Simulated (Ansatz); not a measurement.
Sb₂S₃: field-gradient calculation (part 1 of 2)

- system: Sb₂S₃ (20 atoms in the cell)
- method: DFT, r2SCAN, plane-wave PAW, default files, scalar-relativistic, no spin polarisation (Ansatz 0.2.0)

It belongs to a series of runs on one base structure; here: functional r2SCAN at the relaxed positions. Figures and captions count atoms from 1; the log counts them from 0 in places.

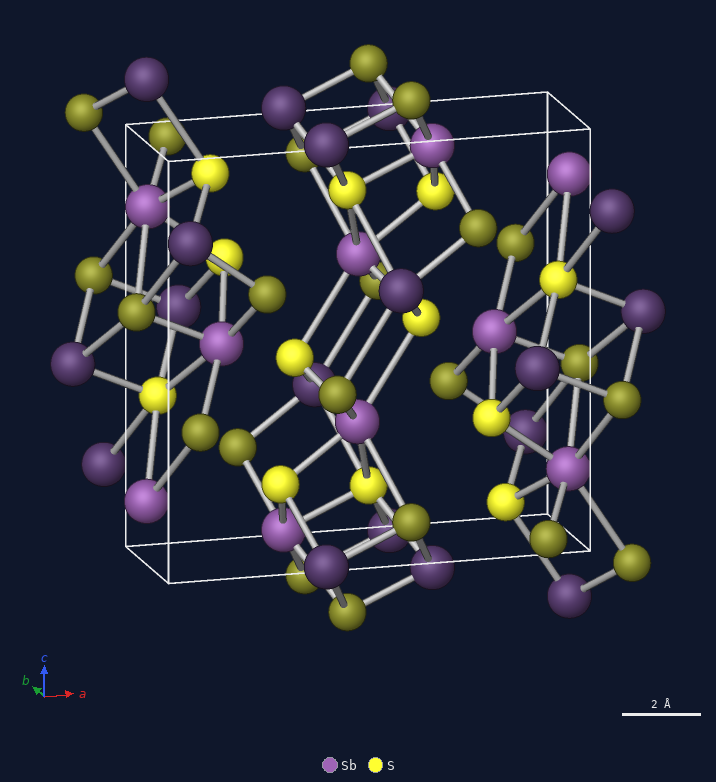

**Figure 1.** The structure (ball-and-stick view of the cell of the calculation, seen slightly off an axis; neighbours outside the cell are drawn fainter).

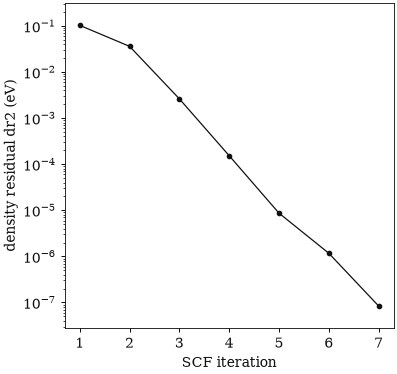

**Figure 2.** Convergence of the self-consistent field: density residual dr2 against the SCF iteration. The residual falls at every step.

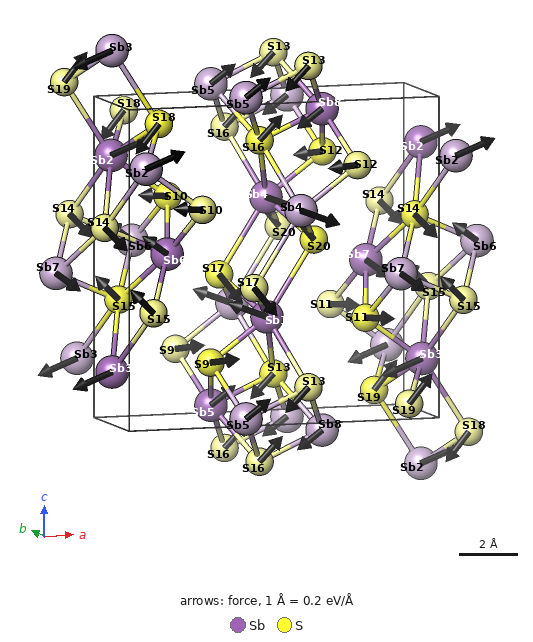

**Figure 3.** Forces on the atoms as black arrows (ball-and-stick view of the cell of the calculation, seen slightly off an axis; neighbours outside the cell are drawn fainter; atoms are numbered from 1 in the order of the input). The largest act on Sb1, Sb2, Sb3, Sb4 (0.31 eV/Å); S17, S18, S19, S20 (0.27 eV/Å); S13, S14, S15, S16 (0.24 eV/Å); Sb5, Sb6, Sb7, Sb8 (0.23 eV/Å), among others. The geometry is not a stationary point of this energy.

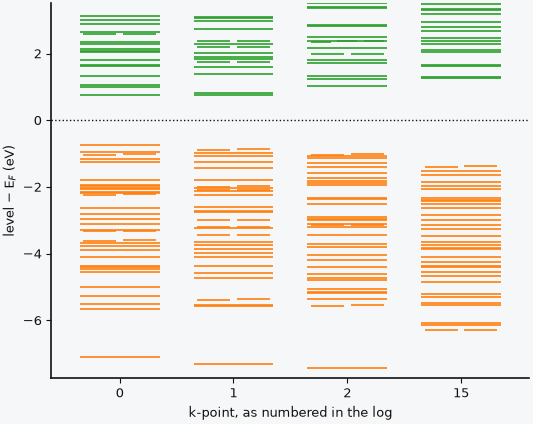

**Figure 4.** Kohn–Sham levels near the Fermi level (dotted) at the few k-points that the log prints; levels within 0.02 eV of each other stand side by side. Among these points the highest filled and lowest empty levels are 1.48 eV apart, which is the gap on the mesh.

The input that produced these results follows, with the program's output.

Input file
```yaml
crystal:
  lattice:
    - [11.311, 0.0, 0.0]
    - [0.0, 3.8389, 0.0]
    - [0.0, 0.0, 11.223]
  atoms:
    - { symbol: Sb, position: [0.4733824857, 0.25, 0.3251308966] }
    - { symbol: Sb, position: [0.0266175143, 0.75, 0.8251308966] }
    - { symbol: Sb, position: [0.9733824857, 0.25, 0.1748691034] }
    - { symbol: Sb, position: [0.5266175143, 0.75, 0.6748691034] }
    - { symbol: Sb, position: [0.3490523392, 0.75, 0.0342844425] }
    - { symbol: Sb, position: [0.1509476608, 0.25, 0.5342844425] }
    - { symbol: Sb, position: [0.8490523392, 0.75, 0.4657155575] }
    - { symbol: Sb, position: [0.6509476608, 0.25, 0.9657155575] }
    - { symbol: S, position: [0.2910903306, 0.25, 0.1907159009] }
    - { symbol: S, position: [0.2089096694, 0.75, 0.6907159009] }
    - { symbol: S, position: [0.7910903306, 0.25, 0.3092840991] }
    - { symbol: S, position: [0.7089096694, 0.75, 0.8092840991] }
    - { symbol: S, position: [0.5505038886, 0.75, 0.1244055151] }
    - { symbol: S, position: [0.9494961114, 0.25, 0.6244055151] }
    - { symbol: S, position: [0.0505038886, 0.75, 0.3755944849] }
    - { symbol: S, position: [0.4494961114, 0.25, 0.8755944849] }
    - { symbol: S, position: [0.3755146227, 0.75, 0.4403470439] }
    - { symbol: S, position: [0.1244853773, 0.25, 0.9403470439] }
    - { symbol: S, position: [0.8755146227, 0.75, 0.0596529561] }
    - { symbol: S, position: [0.6244853773, 0.25, 0.5596529561] }
kpoints:
  mp_grid: { grid: [3, 7, 3] }
scf:
  occupations: { method: fermi_dirac, width: 0.02 }
hamiltonian:
  xc: r2scan
  pseudopotentials: { kind: paw }
output:
  forces: true
  stress: true
  populations: true
  efg:
    quadrupole_moments_barn: { Sb: -0.543, S: -0.0694 }
    contact_densities: true
```

Command:
```bash
ansatz run input.yaml --threads 1 --pin off --max-ram 3072MiB --backend cpu --events-out ev --progress --plain --runs-dir out
```

The program's output
```
Sb: output.efg is read without spin–orbit coupling, which moves field gradients at and beside such atoms by some per cent and up to a factor of two; PAW files take it under magnetization.noncollinear and magnetization.spin_orbit
Engine: ansatz 0.2.0, aarch64-unknown-linux-gnu
Pseudopotentials: kind: paw
Pseudopotential: Sb, paw, valence charge 15, recommended cutoff 500 eV (meta_gga), Sb.paw.azcp
Pseudopotential: S, paw, valence charge 6, recommended cutoff 500 eV (meta_gga), S.paw.azcp
Functional definition: r2SCAN
  parameter k0 = 0.174
  parameter k1 = 0.065
  parameter a1 = 4.9479
  exchange = r2scan_x(k0 = k0, k1 = k1, a1 = a1)
  correlation = r2scan_c
Crystal: 20 atoms, lattice volume = 487.323 Å³
Basis set: ecut = 500 eV, 12309 PW (Γ), exchange–correlation on 360×120×360 points (64 copies of the dense FFT grid, shifted against one another)
Bands: 116, of which v1, the nominal top of the filled ones, is band 96 counted from 1 (95 counted from 0)
Symmetry: 8 space group operations
Space group: Pnma (ITA 62), of the structure as read, at distance tolerance 7.9e-5 Å
k-points: 16 of 63
Non-local potential: Sb, projectors of the file, l = 0: 2, l = 1: 2, l = 2: 2, l = 3: 2
Non-local potential: S, projectors of the file, l = 0: 2, l = 1: 2, l = 2: 2
PAW form: soft (Blöchl's): semilocal exchange-correlation on the pseudo side does not see the compensation charge
PAW frozen core: Sb, regenerated for the run's functional (the file was generated under x = pbe(κ = 0.804, μ = 0.2195149727645171), c = pbe(β = 0.06672455060314922))
PAW frozen core: S, regenerated for the run's functional (the file was generated under x = pbe(κ = 0.804, μ = 0.2195149727645171), c = pbe(β = 0.06672455060314922))
PAW one-centre angular grid: Sb, 590 points (default); XC on 160 Gauss nodes
PAW one-centre angular grid: S, 302 points (default); XC on 160 Gauss nodes
Initial density: superposition of atomic densities (neutral atoms: chi_scale 0, normalization atom), corrected by the library's trained network
Initial wavefunctions: pseudopotential atomic-orbital guess
Functional: x = r2scan, c = r2scan; τ floored in thin density (d = 2e-4 eV/Å³)
SCF iter   1: F=—  HF=-62868.532814 eV  |F-HF|=—  |Δ(HF+E_count)|=         —  Δρ=5.34e-3  dr2=1.03e-1  dr2_τ=7.76e-2  ethr=1.77e-3  ⟨swp⟩=6.2  Hψ=7376  notcnv=0  defer=7
preconditioner: auto → Resta (q_TF=auto, 2.336 Å⁻¹)  ε∞=4.9  [insulator: Δε(μ)=1.450 eV  Ē_g=9.031 eV  σ=0.020 eV  W_gap=1.00  n_scr=110 (ndim 8)  ℏωp=17.8 eV  f_vac=0.020  D(μ)=0.00/eV (n_scr^D=0)  ε∞_Penn≈4.9]
SCF iter   2: F=—  HF=-62868.681278 eV  |F-HF|=—  |Δ(HF+E_count)|=   1.48e-1  Δρ=3.01e-3  dr2=3.61e-2  dr2_τ=6.64e-4  ethr=5.37e-5  ⟨swp⟩=2.6  Hψ=3459  notcnv=0  defer=221
SCF iter   3: F=—  HF=-62868.682305 eV  |F-HF|=—  |Δ(HF+E_count)|=   1.03e-3  Δρ=7.77e-4  dr2=2.62e-3  dr2_τ=2.87e-4  ethr=1.88e-5  ⟨swp⟩=2.6  Hψ=2445  notcnv=0  defer=221
SCF iter   4: F=—  HF=-62868.681931 eV  |F-HF|=—  |Δ(HF+E_count)|=   3.74e-4  Δρ=1.71e-4  dr2=1.53e-4  dr2_τ=5.08e-6  ethr=1.37e-6  ⟨swp⟩=2.9  Hψ=3130  notcnv=0  defer=221
SCF iter   5: F=—  HF=-62868.681962 eV  |F-HF|=—  |Δ(HF+E_count)|=   3.15e-5  Δρ=3.81e-5  dr2=8.67e-6  dr2_τ=2.07e-7  ethr=7.99e-8  ⟨swp⟩=3.0  Hψ=3294  notcnv=0  defer=221
SCF iter   6: F=—  HF=-62868.682381 eV  |F-HF|=—  |Δ(HF+E_count)|=   4.19e-4  Δρ=1.05e-5  dr2=1.17e-6  dr2_τ=8.36e-8  ethr=4.51e-9  ⟨swp⟩=2.0  Hψ=2529  notcnv=0  defer=221
SCF iter   7: F=-62868.682381 eV  HF=-62868.682381 eV  |F-HF|=1.48e-9  |Δ(HF+E_count)|=   8.45e-9  Δρ=3.44e-6  dr2=8.39e-8  dr2_τ=5.58e-9  ethr=5.21e-11  ⟨swp⟩=9.5  Hψ=9963  notcnv=0
SCF 1 converged in 7 iterations: F = -62868.682381 eV  dr2 = 8.39e-8
  greatest PAW one-centre occupation: 0.994 electrons in one spin orbital (limit 2), on the Sb atom at site 6 (counted from 0), in its partial waves of l = 2
SCF converged after 7 iterations
Free energy (F): -62868.682381 eV
Harris-Foulkes:  -62868.682381 eV  (|F-HF|=1.48e-9)
Internal energy: -62868.682381 eV  (E = F + TS)
E sigma→0 (E₀):  -62868.682381 eV
Fermi energy:    7.884500 eV
--- Per-component energies (eV) ---
  E_band       = -1666.380270
  E_kinetic    = 2914.578501
  E_local      = -15793.739311  (includes V_loc(G=0)·N_el)
  E_nonlocal   = 3238.499279
  E_hartree    = 6952.910917
  E_xc         = -2114.552531
  E_vxc        = -1948.263819  (∫ρ·V_xc dr)
  E_paw        = -44116.446333  (= ΣΔE_a)
  E_vpaw       = -4091.336212  (= ΣTr[D̂ρ^β])
  E_aug_tail   = 0.000006  (compensation charges beyond the density's cutoff)
  E_vtau       = 108.055810  (kinetic-family band-sum trace: ∫τ·v_τ [+ j·A + Jᵃ·Aᵃ] dr)
  E_ewald      = -13952.664002
  E_core_change = 2.731095  (= ΣΔE_core)
  E_smearing   = -0.000000  (= −TS)
  E_closure    = -0.000000  (closes the sum)
  Σ components = -62868.682381   (vs F -62868.682381, Δ=0.00e0)
--- Forces (eV/Å), atoms counted from 1 ---
  atom   1  Sb    -0.28967828     0.00000000     0.11142756
  atom   2  Sb     0.28967828     0.00000000     0.11142756
  atom   3  Sb    -0.28967828    -0.00000000    -0.11142756
  atom   4  Sb     0.28967828    -0.00000000    -0.11142756
  atom   5  Sb     0.18319216     0.00000000     0.13453923
  atom   6  Sb    -0.18319216     0.00000000     0.13453923
  atom   7  Sb     0.18319216    -0.00000000    -0.13453923
  atom   8  Sb    -0.18319216    -0.00000000    -0.13453923
  atom   9  S      0.21821970     0.00000000     0.01655000
  atom  10  S     -0.21821970    -0.00000000     0.01655000
  atom  11  S      0.21821970     0.00000000    -0.01655000
  atom  12  S     -0.21821970     0.00000000    -0.01655000
  atom  13  S     -0.17034036    -0.00000000    -0.17416864
  atom  14  S      0.17034036    -0.00000000    -0.17416864
  atom  15  S     -0.17034036     0.00000000     0.17416864
  atom  16  S      0.17034036     0.00000000     0.17416864
  atom  17  S      0.17050385    -0.00000000    -0.20672795
  atom  18  S     -0.17050385    -0.00000000    -0.20672795
  atom  19  S      0.17050385     0.00000000     0.20672795
  atom  20  S     -0.17050385     0.00000000     0.20672795
  max |Σ_I F_I| component: 1.39e-16 eV/Å
--- Stress (GPa, compression-positive) ---
        0.353069       0.000000       0.000000
        0.000000       0.495515       0.000000
        0.000000       0.000000      -0.062534
  P = ⅓ Tr σ = 0.2620 GPa (2.620 kbar)
```
